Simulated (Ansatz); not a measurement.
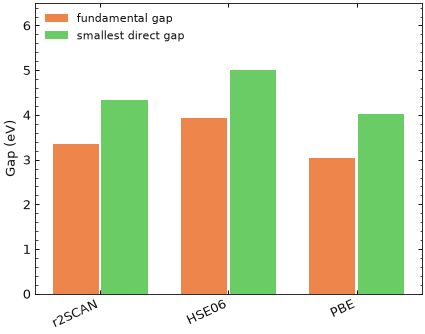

Gaps of NaH, space group P6_3/mmc, 4 atoms in the cell, wurtzite type, epitaxial (xy) strain +4.5%, at several levels of theory on one cell (Ansatz, plane waves and PAW; edges over the mesh and the special points).

How does the gap depend on the level, and does its kind change?

In rising order: PBE 3.04 eV, r2SCAN 3.36 eV and HSE06 3.94 eV. It is indirect at every level.
